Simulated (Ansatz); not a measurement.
Structure data:

```
CELL_PARAMETERS angstrom
4.01942 0.00000 0.00000
0.00000 4.01942 0.00000
0.00000 0.00000 10.64260
ATOMIC_POSITIONS crystal
Hf 0.00000 0.00000 0.00000
Hf 0.00000 0.50000 0.25000
O 0.00000 0.50000 0.45172
O 0.00000 0.00000 0.20172
O 0.00000 0.50000 0.04828
O 0.50000 0.50000 0.29828
Hf 0.50000 0.50000 0.50000
Hf 0.50000 0.00000 0.75000
O 0.50000 0.00000 0.95172
O 0.50000 0.50000 0.70172
O 0.50000 0.00000 0.54828
O 0.00000 0.00000 0.79828
```

**Say what kind of structure these coordinates give.**

Chemical formula HfO2. Its lattice is body-centred tetragonal, its space group I4_1/amd (No. 141). The structure is of the kind named anatase. One cell contains 4 Hf, 8 O, 12 atoms in all. About every Hf there are six O at 2.07 to 2.15 Å. O is linked to three Hf at 2.07 to 2.15 Å. Not all metal-metal contacts are counted. The bonds build a three-dimensional framework.

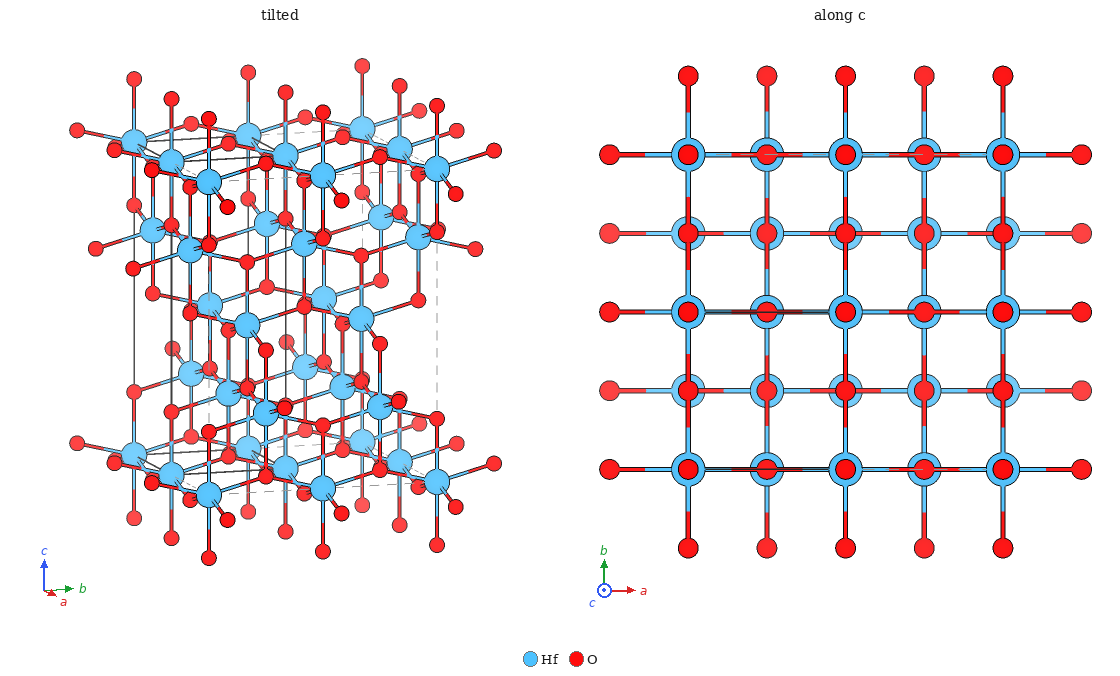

Crystal structure, ball-and-stick style, seen slightly off an axis and along the c axis. Shown are 2×2×1 repeats of the conventional unit cell, one of them outlined in solid lines. Some atoms of the next cells are drawn as well.

The model was built from a structure listed in the Materials Project, with elements exchanged, so it need not be a known form of the compound. The structure drawn was relaxed with DFT PBE, scalar-relativistic, plane waves, PAW (Ansatz).
